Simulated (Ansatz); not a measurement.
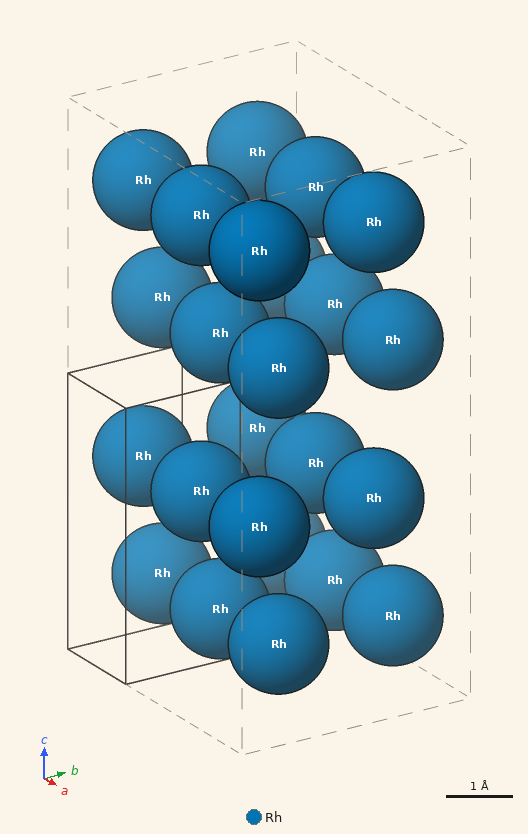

Structure drawing (spheres-only), viewed slightly off an axis. A block of 3×2×2 cells is shown, with one unit cell in solid outline. Cell: a = 2.670 Å, b = 2.670 Å, c = 4.299 Å, α = 90.00°, β = 90.00°, γ = 120.00°.

Caption:

The element is rhodium. Strictly the space group is P2_1/m (No. 11, within 0.01 Å). It is a distorted form of a primitive hexagonal structure, space group P6_3/mmc (No. 194) within 0.25 Å: hexagonal close-packed (Mg type). The cell holds two atoms. Each Rh has twelve Rh in an anticuboctahedral arrangement at about 2.6 Å.

The cell started as a structure listed in the Materials Project. The cell was then strained or its atoms displaced on purpose. It was the input of a calculation with Ansatz.
